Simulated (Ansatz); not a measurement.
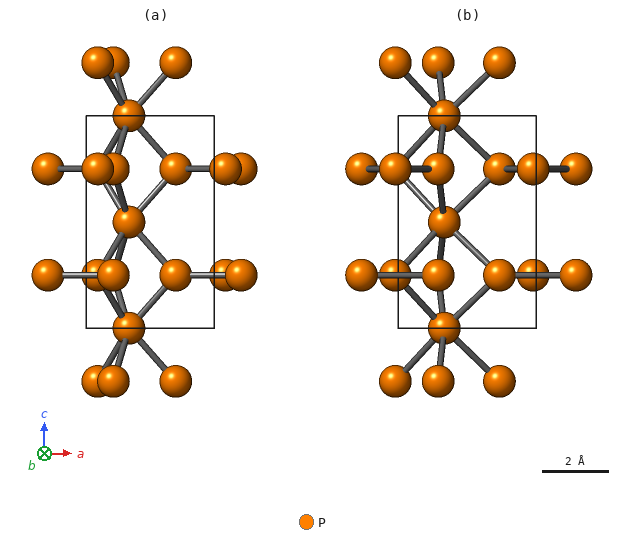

The structure of crystalline P (a generated structure, set up in P-6c2) (coarse preliminary run) before (left) and after (right) a relaxation, at one scale.

Style: ball-and-stick. Shown: the cell of the calculation, along the b axis.

These are results of DFT PBE, scalar-relativistic, plane waves, PAW in Ansatz 0.2.0, not measurements.

The input:
```yaml
crystal:
  lattice:
    - [4.48958879, 0.0, 0.0]
    - [-2.24479439, 3.88809794, 0.0]
    - [0.0, 0.0, 6.4620313]
  atoms:
    - { symbol: P, position: [0.08915166, 0.78869931, 0.75] }
    - { symbol: P, position: [0.21130069, 0.30045235, 0.75] }
    - { symbol: P, position: [0.69954765, 0.91084834, 0.75] }
    - { symbol: P, position: [0.69954765, 0.78869931, 0.25] }
    - { symbol: P, position: [0.21130069, 0.91084834, 0.25] }
    - { symbol: P, position: [0.08915166, 0.30045235, 0.25] }
    - { symbol: P, position: [0.33333333, 0.66666667, 0.5] }
    - { symbol: P, position: [0.33333333, 0.66666667, 0.0] }
basis:
  ecutwfc: 420
kpoints:
  mp_grid: { grid: [6, 6, 4] }
hamiltonian:
  xc: pbe
scf:
  occupations: { method: gaussian, width: 0.1 }
  lower_state_search: "off"
output:
  forces: true
  stress: true
  eigenvalues: true
relax:
  adjacent_minimum: "off"
  f_tol: 0.04
  max_steps: 70
  cell: { stress_tol: 0.4 }
```

Command:
```bash
ansatz run input.yaml --threads 1 --pin off --max-ram 2560MiB --backend cpu --events-out ev --progress --plain --runs-dir out
```

**Describe what moved and what it gained.**

The largest moves relative to the cell, 0.48 Å, are those of P1, P2, P3, P4, P5 and P6. P6 goes along [−3 −1 0]. The drawn cell changes as follows: a = b 4.490 → 4.842 Å (+7.9 %), c 6.462 → 6.460 Å (0.0 %); the volume changes by +16.3 %. Some distances before and after: P1–P2 2.512 → 3.183 Å, P1–P2 (another image) 3.420 → 2.930 Å, P1–P7 2.171 → 2.447 Å, P1–P2 (another image) 2.078 → 2.336 Å. Bond angles that change, for instance: P1–P7–P6 128.1° → 104.9°, P2–P1–P7 113.1° → 91.4°, P1–P7–P4 154.7° → 171.3°. The space group stays P-6c2 (No. 188). After 12 accepted moves (14 points after the start) the energy has fallen by 733 meV per atom. The largest force component goes from 1.2 to 0.0044 eV/Å. Pressure: 43.37 GPa at the start and 0.23 GPa at the end. The line search rejected the trial step at point 11 of the run. The SCF was repeated once at an unchanged geometry on a basis and grid sized afresh for the cell, which shifted the energy by 1.9 meV per atom at most.
